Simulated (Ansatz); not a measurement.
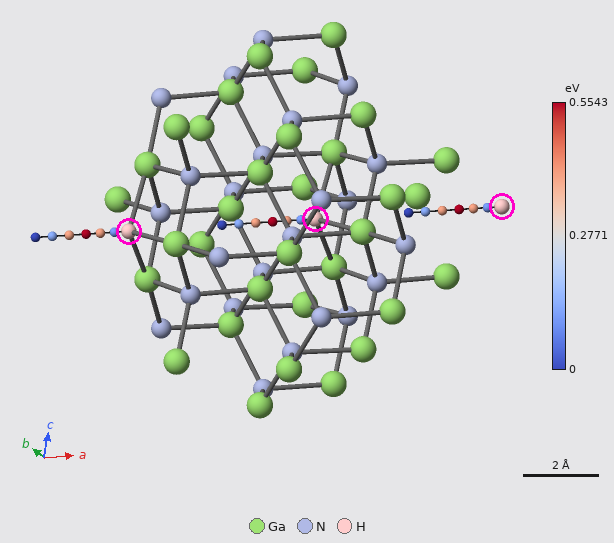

A nudged-elastic-band calculation for a defect cell of composition Ga6HN6 (13 atoms in the cell). Images are numbered from 0 (start) to 6 (end). The start is drawn whole; smaller spheres mark the moving atoms (H) in the later images, joined by lines and coloured by the energy of the image relative to the start. The picture is a ball-and-stick view of the atoms within 5.5 Å of the middle of the path, seen slightly off an axis. The moving atom is ringed, with any periodic copies. Bonds to atoms that aren't drawn are left out.

Theory: DFT PBE, scalar-relativistic, plane waves, PAW (Ansatz 0.2.0). Run with plane-wave cutoff 420 eV; k-point mesh 3 × 3 × 3; Gaussian smearing 0.02 eV; spin collinear; 5 movable images; climbing image.

Describe the path and its energy.

Answer. The H atom travels furthest, 2.62 Å from end to end, along −a, on a straight line. At the highest image its nearest neighbour (Ga) is 1.94 Å away, against 1.99 Å at the start, and the surrounding atoms stand up to 0.06 Å off the mean of their end positions. The two ends have the same energy, and the highest point, image 3, lies 0.55 eV above the start. The band is converged.

Limits of the set-up: the k-point mesh is coarse for a cell with partly filled bands; the periodic images lie only 5.2 Å apart, so the values are limited by the cell's size.
